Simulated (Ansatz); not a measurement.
The Ansatz input:

```
crystal:
  lattice:
    - [3.6590707965, 0.0, 0.0]
    - [0.0, 3.6826381131, 0.0]
    - [0.0, 0.0, 27.488151979]
  atoms:
    - { symbol: Si, position: [0.25, 0.0, 0.2728448244] }
    - { symbol: Si, position: [0.75, 0.5, 0.2731616671] }
    - { symbol: Hf, position: [0.75, 0.0, 0.3497306203] }
    - { symbol: Si, position: [0.25, 0.5, 0.3769297841] }
    - { symbol: Si, position: [0.75, 0.5, 0.4345163596] }
    - { symbol: Hf, position: [0.25, 0.0, 0.4617155234] }
    - { symbol: Si, position: [0.25, 0.5, 0.5382844766] }
    - { symbol: Si, position: [0.75, 0.0, 0.5386013193] }
    - { symbol: Hf, position: [0.75, 0.5, 0.6151702725] }
    - { symbol: Si, position: [0.25, 0.0, 0.6423694363] }
    - { symbol: Si, position: [0.75, 0.0, 0.6999560118] }
    - { symbol: Hf, position: [0.25, 0.5, 0.7271551756] }
basis:
  ecutwfc: 420
kpoints:
  mp_grid: { grid: [10, 10, 1] }
hamiltonian:
  xc: pbe
scf:
  occupations: { method: gaussian, width: 0.1 }
output:
  forces: true
  eigenvalues: true
  write_density: true
  write_potential: true
  elf: true
  volumetric_format: npy
relax:
  adjacent_minimum: "off"
  f_tol: 0.02
  max_steps: 60
efield:
  axis: 3
  dipole_correction: true
  ramp_width: 0.04
```

Launched with:
```bash
ansatz run input.yaml --threads 2 --pin off --max-ram 5632MiB --backend cpu --events-out ev --progress --plain --runs-dir out
```

What does the potential across the slab give for the work function?

The work function is 3.68 eV at the right face and 5.25 eV at the left. The vacuum level is 1.58 eV higher at the left than at the right, so the slab carries a dipole along its normal; the ramp in the vacuum, at or near the edge of the plot, is the dipole correction that keeps each side flat. The outermost atoms are 12.3 Å apart, which leaves 15.2 Å of vacuum in a cell 27.5 Å high.

Spin-orbit coupling is left out, which matters for Hf.

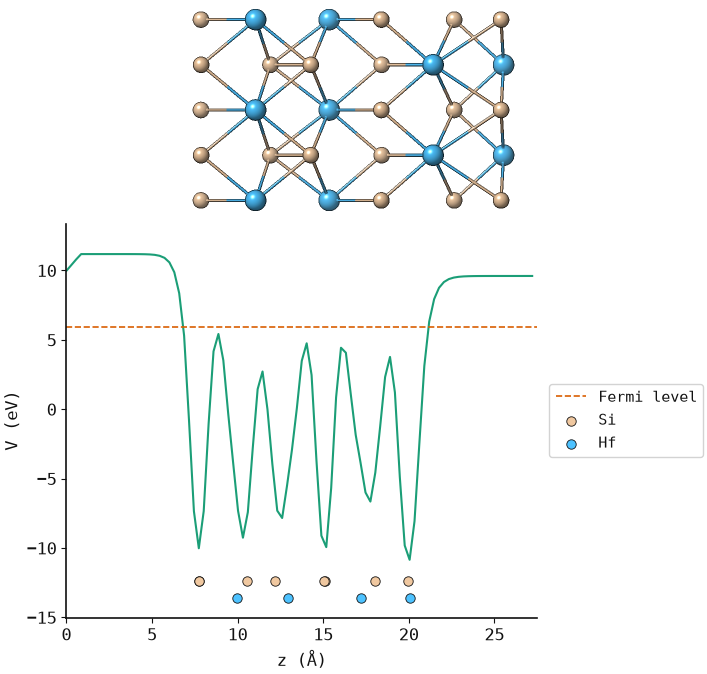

Plane-averaged electrostatic potential energy of an electron across the slab; circles at the bottom mark the heights of the atoms (positions after relaxation). The structure is drawn too.
